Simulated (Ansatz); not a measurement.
The coordinates of a crystal:

```yaml
crystal:
  lattice:
    - [3.97400, 0.00000, 0.00000]
    - [-1.98700, 3.44159, 0.00000]
    - [0.00000, 0.00000, 4.90426]
  atoms:
    - { symbol: Al, position: [0.00000, 0.00000, 0.00000] }
    - { symbol: Al, position: [0.66667, 0.33333, 0.81013] }
    - { symbol: Ni, position: [0.33333, 0.66667, 0.68511] }
    - { symbol: Ni, position: [0.66667, 0.33333, 0.31489] }
    - { symbol: Ni, position: [0.00000, 0.00000, 0.50000] }
    - { symbol: Ni, position: [0.33333, 0.66667, 0.18987] }
```

Give a crystallographic description of this input.

Answer. The formula is AlNi2. The lattice is primitive hexagonal and the space group P3m1 (No. 156). Counting shared atoms by their share gives 2 Al, 4 Ni, or 6 atoms.

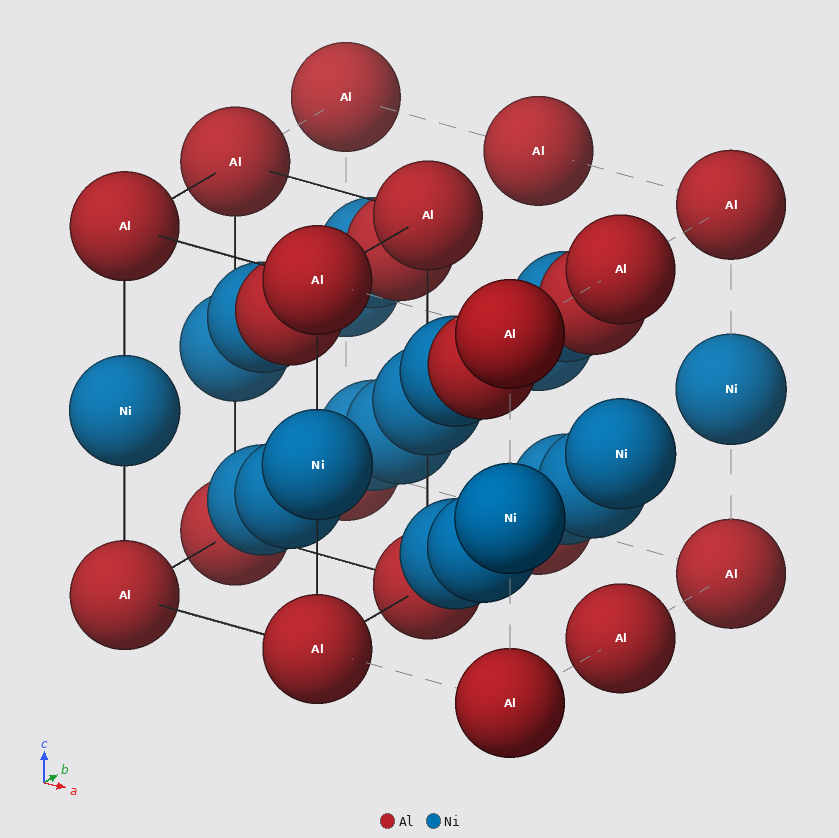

An orthographic spheres-only view of the structure, slightly off an axis. A block of 2×2×1 cells is shown, with one conventional unit cell in solid outline. Colours: aluminium red, nickel blue.

The structure was taken from a structure listed in the Materials Project. Earlier steps of the study, as a rule a relaxation of our own, may have changed the cell and positions, so they can lie some per cent off the listed ones. It went into a calculation with Ansatz.

At this level of theory the run's own cell isn't at rest (forces up to 1.5 eV/Å), so its distances can differ from those at equilibrium, the more so the softer the solid.
